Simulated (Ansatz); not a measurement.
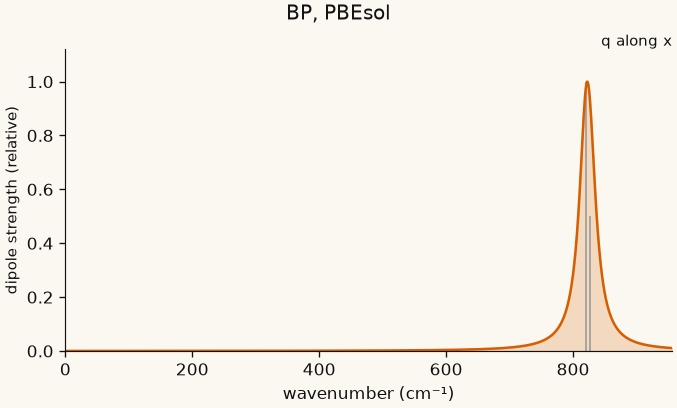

Plotted: polar optical modes, transverse and longitudinal, approaching the zone centre along x for BP, space group F-43m (No. 216). Lines are broadened by Lorentzians of 27 cm⁻¹ full width; the spectrum is scaled to its strongest line.

Structure:
```cif
data_structure
_symmetry_space_group_name_H-M 'P 1'
_symmetry_Int_Tables_number 1
_cell_length_a 3.1840
_cell_length_b 3.1840
_cell_length_c 3.1840
_cell_angle_alpha 60.000
_cell_angle_beta 60.000
_cell_angle_gamma 60.000
_cell_volume 22.82
loop_
_atom_site_label
_atom_site_type_symbol
_atom_site_fract_x
_atom_site_fract_y
_atom_site_fract_z
_atom_site_occupancy
B1 B 0.00000 0.00000 0.00000 1
P1 P 0.75000 0.75000 0.75000 1
```

Calculation (Ansatz 0.2.0): optical phonons of an insulator on the approach to the zone centre along x, y and z with the field of polar modes, imaginary frequencies are negative, field response on a mesh refined by the program; plane waves with PAW datasets. Level: PBEsol, no spin polarisation.

wave cutoff 420 eV; k mesh 10×10×10; occupations fixed; pressure 2 GPa.

> Which of the stronger lines are transverse and which longitudinal?

The transverse (TO, twofold) lines lie at 820.6 and the longitudinal (LO) ones at 826.9 cm⁻¹, the same along x, y and z by the cubic symmetry.

Caveats: a crossing between the sampled k points may be missed; field response not converged on the k mesh.

The computed values:

```tsv
at	frequency (cm⁻¹)	degeneracy	dipole strength ((D/Å)²/amu)
x	820.6	2	2.08
x	826.9	1	1.04
```
